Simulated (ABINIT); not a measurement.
Run report: As, geometry relaxation (part 4 of 4)

Continued. System: As (2 atoms in the cell). Method: Kohn-Sham DFT of a periodic cell, LDA, PseudoDojo NC SR LDA v0.4.1 standard, no spin polarisation (ABINIT 10.8.3); cutoff 1088.46 eV, 7×7×7 k-mesh, fermi-dirac of 0.05 eV. The structure derives from an entry of the Crystallography Open Database.

Geometry of the input (Å; fractional positions):
```
1.8808  1.0859  3.5141
-1.8808  1.0859  3.5141
0.0000  -2.1718  3.5141
As 0.2260  0.2260  0.2260
As 0.7740  0.7740  0.7740
```

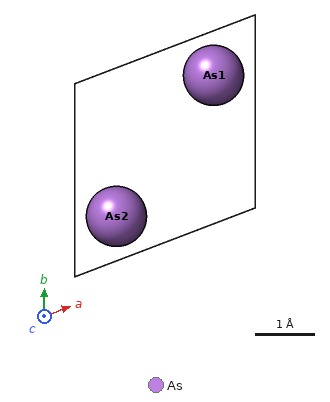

Figure 1. The geometry at step 5 of the log (ball-and-stick view of the reduced cell, along the c axis; atoms are numbered from 1 in the order of the input).

**What the program printed, continued**
```
--- !ResultsGS
iteration_state: {dtset: 1, itime: 9, icycle: 1, }
comment   : Summary of ground state results
lattice_vectors:
- [  3.5601469,   2.0554518,   6.2652103, ]
- [ -3.5601469,   2.0554518,   6.2652103, ]
- [  0.0000000,  -4.1109036,   6.2652103, ]
lattice_lengths: [   7.49349,    7.49349,    7.49349, ]
lattice_angles: [ 56.732,  56.732,  56.732, ] # degrees, (23, 13, 12)
lattice_volume:   2.7508196E+02
convergence: {deltae: -3.979E-13, res2:  5.557E-13, residm:  4.241E-11, diffor: null, }
etotal    :  -2.11949343E+02
entropy   :   0.00000000E+00
fermie    :   2.19113842E-01
cartesian_stress_tensor: # hartree/bohr^3
- [  4.07118741E-07,   0.00000000E+00,   0.00000000E+00, ]
- [  0.00000000E+00,   4.07122640E-07,   8.71559852E-13, ]
- [  0.00000000E+00,   8.71559852E-13,   6.44649660E-07, ]
pressure_GPa:  -1.4307E-02
xred      :
- [  2.3027E-01,   2.3027E-01,   2.3027E-01, As]
- [  7.6973E-01,   7.6973E-01,   7.6973E-01, As]
cartesian_forces: # hartree/bohr
- [ -1.99932701E-21,  -5.85880742E-21,   5.62808965E-05, ]
- [  1.99932701E-21,   5.85880742E-21,  -5.62808965E-05, ]
force_length_stats: {min:   5.62808965E-05, max:   5.62808965E-05, mean:   5.62808965E-05, }
...

 Integrated electronic density in atomic spheres:
 ------------------------------------------------
 Atom  Sphere_radius  Integrated_density
    1        2.00000         12.31334132
    2        2.00000         12.31334132

---OUTPUT-----------------------------------------------------------------------

 Cartesian coordinates (xcart) [bohr]
  1.43767928948666E-16 -1.69598885102000E-10  4.32810762870922E+00
  1.27110177519400E-16 -5.66916176816999E-10  1.44675232102342E+01
 Reduced coordinates (xred)
  2.30272006606005E-01  2.30272006606005E-01  2.30272006606005E-01
  7.69727993393995E-01  7.69727993393995E-01  7.69727993393995E-01
 Cartesian forces (fcart) [Ha/bohr]; max,rms= 5.62809E-05 3.24938E-05 (free atoms)
 -1.99932701066664E-21 -5.85880742190108E-21  5.62808965312528E-05
  1.99932701066664E-21  5.85880742190108E-21 -5.62808965312528E-05
 Gradient of E wrt nuclear positions in reduced coordinates (gred)
 -3.52611651495400E-04 -3.52611651495400E-04 -3.52611651495400E-04
  3.52611651495400E-04  3.52611651495400E-04  3.52611651495400E-04
 Scale of Primitive Cell (acell) [bohr]
  7.49348970649846E+00  7.49348970649846E+00  7.49348970655223E+00
 Real space primitive translations (rprimd) [bohr]
  3.56014692129518E+00  2.05545178293873E+00  6.26521027964782E+00
 -3.56014692129518E+00  2.05545178293873E+00  6.26521027964782E+00
  0.00000000000000E+00 -4.11090356661397E+00  6.26521027964782E+00
 Unitary Cell Volume (ucvol) [Bohr^3]=  2.75081964190243E+02
 Angles (23,13,12)= [degrees]
  5.67315479769650E+01  5.67315479769650E+01  5.67315479812542E+01
 Lengths [Bohr]
  7.49348970649846E+00  7.49348970649846E+00  7.49348970655223E+00
 Stress tensor in cartesian coordinates (strten) [Ha/bohr^3]
  4.07118740823609E-07  0.00000000000000E+00  0.00000000000000E+00
  0.00000000000000E+00  4.07122639781154E-07  8.71559852317177E-13
  0.00000000000000E+00  8.71559852317177E-13  6.44649659611862E-07
 Total energy (etotal) [Ha]= -2.11949343225158E+02

 Difference of energy with previous step (new-old):
           Absolute (Ha)=-2.01221E-06
           Relative     =-9.49384E-09

--- Iteration: (10/50) Internal Cycle: (1/1)
--------------------------------------------------------------------------------

---SELF-CONSISTENT-FIELD CONVERGENCE--------------------------------------------

--- !BeginCycle
iteration_state: {dtset: 1, itime: 10, icycle: 1, }
solver: {iscf: 7, nstep: 80, nline: 4, wfoptalg: 0, }
tolerances: {tolvrs: 1.00E-12, }
...

     iter   Etot(hartree)      deltaE(h)  residm     vres2
 ETOT  1  -211.94933573572    -2.119E+02 1.410E-05 1.033E-01
 ETOT  2  -211.94934284527    -7.110E-06 9.013E-08 3.458E-03
 ETOT  3  -211.94934324621    -4.009E-07 1.532E-08 4.999E-04
 ETOT  4  -211.94934329891    -5.271E-08 2.902E-09 2.924E-05
 ETOT  5  -211.94934330169    -2.777E-09 2.801E-10 4.469E-07
 ETOT  6  -211.94934330174    -4.809E-11 4.607E-11 2.219E-09
 ETOT  7  -211.94934330173     3.894E-12 1.502E-11 3.847E-11
 ETOT  8  -211.94934330174    -4.349E-12 2.849E-12 1.731E-12
 ETOT  9  -211.94934330173     7.901E-12 1.105E-12 4.097E-14

 At SCF step    9       vres2   =  4.10E-14 < tolvrs=  1.00E-12 =>converged.

 Cartesian components of stress tensor (hartree/bohr^3)
  sigma(1 1)=  1.06608110E-08  sigma(3 2)=  8.72277602E-13
  sigma(2 2)=  1.06647132E-08  sigma(3 1)=  0.00000000E+00
  sigma(3 3)= -1.06072345E-07  sigma(2 1)=  0.00000000E+00

--- !ResultsGS
iteration_state: {dtset: 1, itime: 10, icycle: 1, }
comment   : Summary of ground state results
lattice_vectors:
- [  3.5601101,   2.0554305,   6.2627048, ]
- [ -3.5601101,   2.0554305,   6.2627048, ]
- [  0.0000000,  -4.1108610,   6.2627048, ]
lattice_lengths: [   7.49137,    7.49137,    7.49137, ]
lattice_angles: [ 56.748,  56.748,  56.748, ] # degrees, (23, 13, 12)
lattice_volume:   2.7496627E+02
convergence: {deltae:  7.901E-12, res2:  4.097E-14, residm:  1.105E-12, diffor: null, }
etotal    :  -2.11949343E+02
entropy   :   0.00000000E+00
fermie    :   2.19264457E-01
cartesian_stress_tensor: # hartree/bohr^3
- [  1.06608110E-08,   0.00000000E+00,   0.00000000E+00, ]
- [  0.00000000E+00,   1.06647132E-08,   8.72277602E-13, ]
- [  0.00000000E+00,   8.72277602E-13,  -1.06072345E-07, ]
pressure_GPa:   8.3111E-04
xred      :
- [  2.3031E-01,   2.3031E-01,   2.3031E-01, As]
- [  7.6969E-01,   7.6969E-01,   7.6969E-01, As]
cartesian_forces: # hartree/bohr
- [ -8.26457907E-22,  -9.18625072E-22,   8.42639765E-06, ]
- [  8.26457907E-22,   9.18625072E-22,  -8.42639765E-06, ]
force_length_stats: {min:   8.42639765E-06, max:   8.42639765E-06, mean:   8.42639765E-06, }
...

 Integrated electronic density in atomic spheres:
 ------------------------------------------------
 Atom  Sphere_radius  Integrated_density
    1        2.00000         12.31492969
    2        2.00000         12.31492969

---OUTPUT-----------------------------------------------------------------------

 Cartesian coordinates (xcart) [bohr]
  2.15718919961076E-16 -1.69559804073418E-10  4.32708619075675E+00
  5.23671282204301E-16 -5.66661384891516E-10  1.44610282594547E+01
 Reduced coordinates (xred)
  2.30309763240135E-01  2.30309763240135E-01  2.30309763240135E-01
  7.69690236759865E-01  7.69690236759865E-01  7.69690236759865E-01
 Cartesian forces (fcart) [Ha/bohr]; max,rms= 8.42640E-06 4.86498E-06 (free atoms)
 -8.26457907113649E-22 -9.18625071960863E-22  8.42639765068963E-06
  8.26457907113649E-22  9.18625071960863E-22 -8.42639765068963E-06
 Gradient of E wrt nuclear positions in reduced coordinates (gred)
 -5.27720411547165E-05 -5.27720411547165E-05 -5.27720411547165E-05
  5.27720411547165E-05  5.27720411547165E-05  5.27720411547165E-05
 Scale of Primitive Cell (acell) [bohr]
  7.49137170408096E+00  7.49137170408096E+00  7.49137170413467E+00
 Real space primitive translations (rprimd) [bohr]
  3.56011008139548E+00  2.05543051341282E+00  6.26270481673714E+00
 -3.56011008139548E+00  2.05543051341282E+00  6.26270481673714E+00
  0.00000000000000E+00 -4.11086102756186E+00  6.26270481673714E+00
 Unitary Cell Volume (ucvol) [Bohr^3]=  2.74966267966310E+02
 Angles (23,13,12)= [degrees]
  5.67484007441710E+01  5.67484007441710E+01  5.67484007484615E+01
 Lengths [Bohr]
  7.49137170408096E+00  7.49137170408096E+00  7.49137170413467E+00
 Stress tensor in cartesian coordinates (strten) [Ha/bohr^3]
  1.06608110152229E-08  0.00000000000000E+00  0.00000000000000E+00
  0.00000000000000E+00  1.06647132028237E-08  8.72277601686763E-13
  0.00000000000000E+00  8.72277601686763E-13 -1.06072345133074E-07
 Total energy (etotal) [Ha]= -2.11949343301730E+02

 Difference of energy with previous step (new-old):
           Absolute (Ha)=-7.65718E-08
           Relative     =-3.61274E-10

 At Broyd/MD step  10, gradients are converged :
  max grad (force/stress) = 1.0607E-05 < tolmxf= 2.0000E-05 ha/bohr (free atoms)

================================================================================

 ----iterations are completed or convergence reached----

 Mean square residual over all n,k,spin=   31.477E-16; max=  11.050E-13
 reduced coordinates (array xred) for    2 atoms
       0.230309763240      0.230309763240      0.230309763240
       0.769690236760      0.769690236760      0.769690236760
 rms dE/dt=  5.2772E-05; max dE/dt=  5.2772E-05; dE/dt below (all hartree)
    1      -0.000052772041     -0.000052772041     -0.000052772041
    2       0.000052772041      0.000052772041      0.000052772041

 cartesian coordinates (angstrom) at end:
    1      0.00000000000000    -0.00000000008973     2.28979540020812
    2      0.00000000000000    -0.00000000029986     7.65244659593618

 cartesian forces (hartree/bohr) at end:
    1     -0.00000000000000    -0.00000000000000     0.00000842639765
    2      0.00000000000000     0.00000000000000    -0.00000842639765
 frms,max,avg= 4.8649830E-06 8.4263977E-06   0.000E+00  0.000E+00  0.000E+00 h/b

 cartesian forces (eV/Angstrom) at end:
    1     -0.00000000000000    -0.00000000000000     0.00043330278887
    2      0.00000000000000     0.00000000000000    -0.00043330278887
 frms,max,avg= 2.5016748E-04 4.3330279E-04   0.000E+00  0.000E+00  0.000E+00 e/A
 length scales=  7.491371704081  7.491371704081  7.491371704135 bohr
              =  3.964263181514  3.964263181514  3.964263181542 angstroms
 Fermi (or HOMO) energy (hartree) =   0.21926   Average Vxc (hartree)=  -0.41819
 Eigenvalues (hartree) for nkpt=  44  k points:
 kpt#   1, nband= 19, wtk=  0.00292, kpt=  0.0000  0.0000  0.0000 (reduced coord)
  -1.11773   -1.11773   -1.11605   -1.11605   -1.11482   -1.11341   -1.11341   -1.11285
  -1.11155   -1.11155   -0.34249    0.01787    0.13593    0.14296    0.14296    0.30134
   0.33868    0.33868    0.46044
      occupation numbers for kpt#   1
   2.00000    2.00000    2.00000    2.00000    2.00000    2.00000    2.00000    2.00000
   2.00000    2.00000    2.00000    2.00000    2.00000    2.00000    2.00000    0.00000
   0.00000    0.00000    0.00000
 prteigrs : prtvol=0 or 1, do not print more k-points.

--- !EnergyTerms
iteration_state     : {dtset: 1, itime: 10, icycle: 1, }
comment             : Components of total free energy in Hartree
kinetic             :  1.52197339667737E+02
hartree             :  5.80950038123035E+01
xc                  : -4.67569493078111E+01
Ewald energy        : -1.22659017155875E+02
psp_core            :  6.12083194337418E+00
local_psp           : -1.57142852314954E+02
non_local_psp       : -1.01803682162787E+02
internal            : -2.11949325518013E+02
'-kT*entropy'       : -1.77837167908969E-05
total_energy        : -2.11949343301730E+02
total_energy_eV     : -5.76743544516540E+03
band_energy         : -2.25017242250366E+01
...

 rms coord change=  4.3098E-03   atom, delta coord (reduced):
     1        0.004309763240      0.004309763240      0.004309763240
     2       -0.004309763240     -0.004309763240     -0.004309763240

 Cartesian components of stress tensor (hartree/bohr^3)
  sigma(1 1)=  1.06608110E-08  sigma(3 2)=  8.72277602E-13
  sigma(2 2)=  1.06647132E-08  sigma(3 1)=  0.00000000E+00
  sigma(3 3)= -1.06072345E-07  sigma(2 1)=  0.00000000E+00

-Cartesian components of stress tensor (GPa)         [Pressure=  8.3111E-04 GPa]
- sigma(1 1)=  3.13651889E-04  sigma(3 2)=  2.56632931E-08
- sigma(2 2)=  3.13766695E-04  sigma(3 1)=  0.00000000E+00
- sigma(3 3)= -3.12075614E-03  sigma(2 1)=  0.00000000E+00

== END DATASET(S) ==============================================================
================================================================================

 -outvars: echo values of variables after computation  --------
            acell      7.4913717041E+00  7.4913717041E+00  7.4913717041E+00 Bohr
           etotal     -2.1194934330E+02
            fcart     -8.2645790711E-22 -9.1862507196E-22  8.4263976507E-06
                       8.2645790711E-22  9.1862507196E-22 -8.4263976507E-06
            rprim      4.7522806530E-01  2.7437305137E-01  8.3598906370E-01
                      -4.7522806530E-01  2.7437305137E-01  8.3598906370E-01
                       0.0000000000E+00 -5.4874610284E-01  8.3598906370E-01
           strten      1.0660811015E-08  1.0664713203E-08 -1.0607234513E-07
                       8.7227760169E-13  0.0000000000E+00  0.0000000000E+00
           xangst      1.1415353633E-16 -8.9727184140E-11  2.2897954002E+00
                       2.7711490836E-16 -2.9986429098E-10  7.6524465959E+00
             xred      2.3030976324E-01  2.3030976324E-01  2.3030976324E-01
                       7.6969023676E-01  7.6969023676E-01  7.6969023676E-01
 Calculation completed.
```

**Trajectory as extended XYZ (Å, eV, eV/Å), 10 frames, from step=0 to step=9**
```
2
Lattice="1.8808 1.0859 3.5141 -1.8808 1.0859 3.5141 0.0000 -2.1718 3.5141" Properties=species:S:1:pos:R:3:forces:R:3 step=0 energy=-5767.40632
As    0.0000    0.0000    2.3825    0.0000   0.0000   0.2272
As    0.0000    0.0000    8.1597    0.0000   0.0000  -0.2272
2
Lattice="1.8786 1.0846 3.5069 -1.8786 1.0846 3.5069 0.0000 -2.1692 3.5069" Properties=species:S:1:pos:R:3:forces:R:3 step=1 energy=-5767.40908
As    0.0000    0.0000    2.3800    0.0000   0.0000   0.2174
As    0.0000    0.0000    8.1407    0.0000   0.0000  -0.2174
2
Lattice="1.8592 1.0734 3.4309 -1.8592 1.0734 3.4309 0.0000 -2.1468 3.4309" Properties=species:S:1:pos:R:3:forces:R:3 step=2 energy=-5767.42298
As    0.0000    0.0000    2.3528    0.0000   0.0000   0.0967
As    0.0000    0.0000    7.9399    0.0000   0.0000  -0.0967
2
Lattice="1.8606 1.0742 3.4221 -1.8606 1.0742 3.4221 0.0000 -2.1484 3.4221" Properties=species:S:1:pos:R:3:forces:R:3 step=3 energy=-5767.42467
As    0.0000    0.0000    2.3496    0.0000   0.0000   0.0650
As    0.0000    0.0000    7.9166    0.0000   0.0000  -0.0650
2
Lattice="1.8789 1.0848 3.3296 -1.8789 1.0848 3.3296 0.0000 -2.1696 3.3296" Properties=species:S:1:pos:R:3:forces:R:3 step=4 energy=-5767.43315
As    0.0000    0.0000    2.3107    0.0000   0.0000  -0.1704
As    0.0000    0.0000    7.6781    0.0000   0.0000   0.1704
2
Lattice="1.8799 1.0853 3.3397 -1.8799 1.0853 3.3397 0.0000 -2.1707 3.3397" Properties=species:S:1:pos:R:3:forces:R:3 step=5 energy=-5767.43387
As    0.0000    0.0000    2.3128    0.0000   0.0000  -0.1261
As    0.0000    0.0000    7.7063    0.0000   0.0000   0.1261
2
Lattice="1.8817 1.0864 3.3375 -1.8817 1.0864 3.3375 0.0000 -2.1728 3.3375" Properties=species:S:1:pos:R:3:forces:R:3 step=6 energy=-5767.43487
As    0.0000    0.0000    2.3061    0.0000   0.0000  -0.0500
As    0.0000    0.0000    7.7063    0.0000   0.0000   0.0500
2
Lattice="1.8837 1.0875 3.3225 -1.8837 1.0875 3.3225 0.0000 -2.1751 3.3225" Properties=species:S:1:pos:R:3:forces:R:3 step=7 energy=-5767.43539
As    0.0000    0.0000    2.2943    0.0000   0.0000   0.0005
As    0.0000    0.0000    7.6731    0.0000   0.0000  -0.0005
2
Lattice="1.8839 1.0877 3.3154 -1.8839 1.0877 3.3154 0.0000 -2.1754 3.3154" Properties=species:S:1:pos:R:3:forces:R:3 step=8 energy=-5767.43544
As    0.0000    0.0000    2.2903    0.0000   0.0000   0.0029
As    0.0000    0.0000    7.6559    0.0000   0.0000  -0.0029
2
Lattice="1.8839 1.0877 3.3141 -1.8839 1.0877 3.3141 0.0000 -2.1754 3.3141" Properties=species:S:1:pos:R:3:forces:R:3 step=9 energy=-5767.43545
As    0.0000    0.0000    2.2898    0.0000   0.0000   0.0004
As    0.0000    0.0000    7.6524    0.0000   0.0000  -0.0004
```

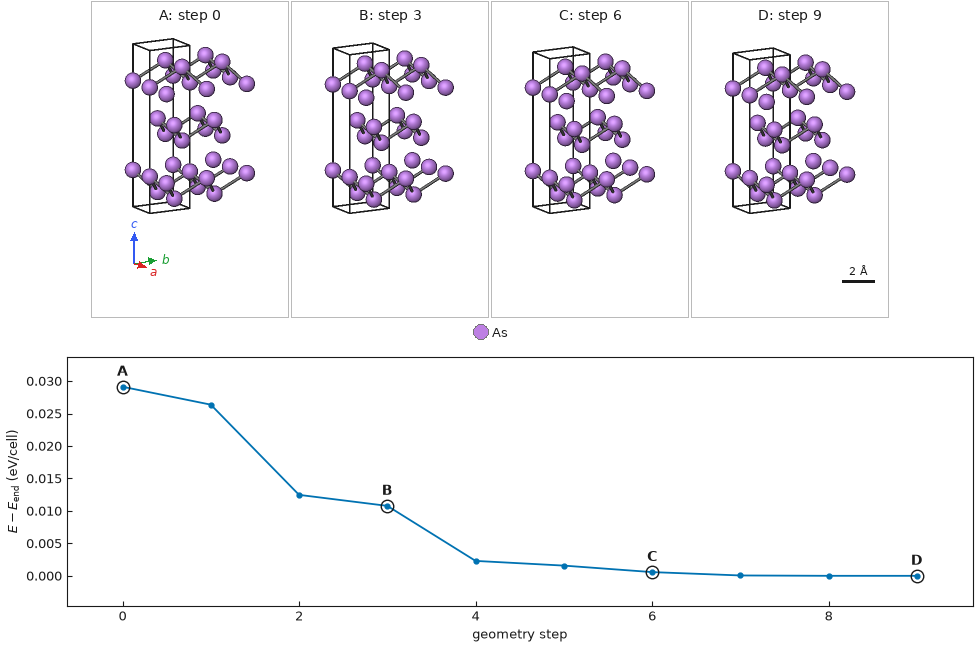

Figure 2. Frames of the relaxation (ball-and-stick view of the cell 3 times as large as that of the calculation, set on its symmetry axes, repeated 2 × 2 × 1, seen slightly off an axis) above the curves, on which the letters mark them (steps are counted from 0).

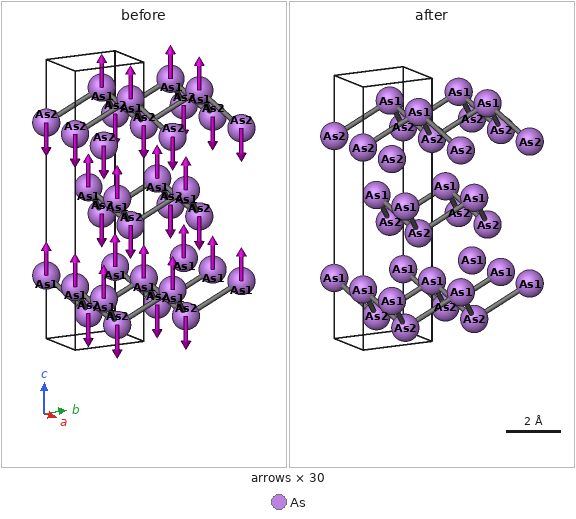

Figure 3. Before (left) and after (right) the relaxation, at one scale (ball-and-stick view of the cell 3 times as large as that of the calculation, set on its symmetry axes, repeated 2 × 2 × 1, seen slightly off an axis). The pink arrows give the displacements (without the part carried along by the change of the cell), magnified 30 times. After 9 geometry steps the energy has fallen by 29.1 meV per cell of the calculation. Largest force component: 0.23 eV/Å at the start, 0.00043 eV/Å at the end. The largest moves relative to the cell, 0.043 Å, are those of As1 and As2. Cell: a = b 3.762 → 3.768 Å (+0.2 %), c 10.542 → 9.942 Å (−5.7 %). Volume −5.4 %. Distances before and after: As1–As2 2.506 → 2.517 Å. The space group stays R-3m (No. 166). (Atoms are counted from 1 in the order of the input.)

**Summary**

```tsv
quantity	value
outcome	converged
space group (tolerance 0.01 Å)	R-3m (166)
electrons treated	30
free energy	−5767.4354 eV
Fermi energy	5.966 eV
gap on the k-point mesh	0.37 eV
pressure	0.00 GPa
final volume	40.75 Å³
largest force (length of the vector) at the end	under 0.001 eV/Å
final cell	a = 3.964 Å, b = 3.964 Å, c = 3.964 Å, α = 56.75°, β = 56.75°, γ = 56.75°
wall time	7.5 min (CPU time 30 min)
peak memory	0.4 GiB
```
